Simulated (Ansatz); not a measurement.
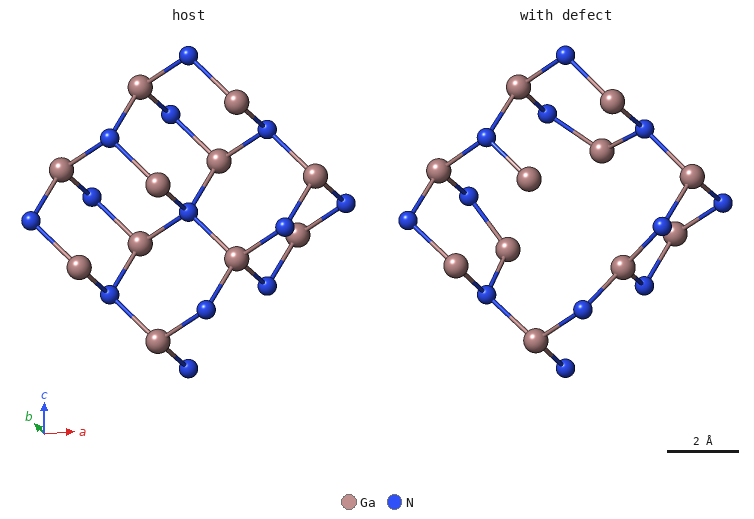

Left: perfect GaN. Right: the same region with one point defect, after relaxing the atoms in a supercell of 32 sites. The picture is a ball-and-stick view of the atoms within 4.6 Å of one point, in a slice 4.2 Å thick across the line of sight, seen slightly off an axis.

The calculation used DFT PBE, scalar-relativistic, plane waves, PAW (Ansatz 0.2.0). Settings: plane-wave cutoff 420 eV; k-point mesh 2 × 2 × 2; occupations gaussian; smearing width 0.01 eV; mesh shifted by (0.5, 0.5, 0.5); no spin polarisation. The cell is small and the k-mesh coarse, so the numbers are rough. A uniform background neutralises the charged cell. The axes drawn are those of the host's conventional cell.

Question: Which defect is it?

Answer: A nitrogen atom is taken out (a vacancy).

The charge state of the cell is +3.

Question: How does the lattice respond?

Answer: Around the empty N site the host had 4 Ga at 1.97 Å; after relaxation the nearest atoms are 4 Ga at 2.35 to 2.36 Å. Of the host's atoms, a gallium atom moves furthest from its site, by 0.38 Å.
